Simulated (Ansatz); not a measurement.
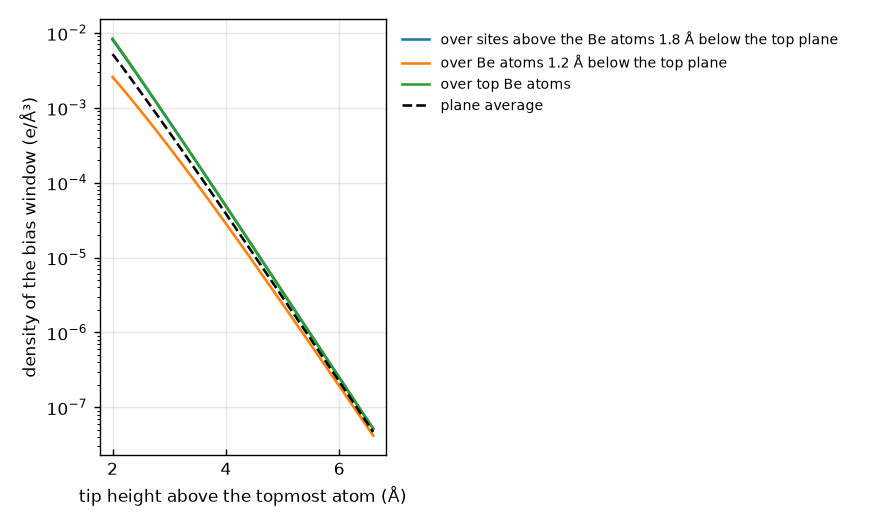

Approach curves over Be(100) (P6_3/mmc bulk, 12 atomic planes (those closer than 0.6 Å count as one), 11 Å) at a sample bias of −2.00 V.

Model: Tersoff–Hamann, s-wave tip, no tip–sample forces. Bias windows are sharp sums over the levels of the k mesh.

Method: DFT PBEsol, scalar-relativistic, plane waves, PAW (Ansatz 0.2.0). Cutoff 420 eV, 37 × 24 k-points, Gaussian smearing 0.1 eV, dipole correction. The slab is a cut without reconstruction beyond its cell, at the source's lattice constants, with its lower half held fixed and the rest relaxed. Of the two ways to cut these planes this one leaves the wide spacing on top (1.33 Å as cut, then 0.66 Å); the other cut leaves better-bound surface atoms. No spin polarisation. The run couldn't confirm all of its levels under its output density. The run warns that the functional's potential is rough in the thin density of the vacuum, where the tip is; weak contrasts and barriers may feel it. On this mesh the free atoms still feel up to 0.08 eV/Å.

**How fast does the current decay, and what apparent barrier height does that imply?**

Near 4 Å the plane average falls as exp(−2.54 z/Å), a factor of 13 per ångström, which gives an apparent barrier of 6.2 eV (0.952 eV Å² times the slope squared). The vacuum level lies 4.83 eV above zero bias. The apparent barrier is above 4.83 eV. At 4 Å the 0.25 eV of states nearest the highest filled state carry 30 % of the density.
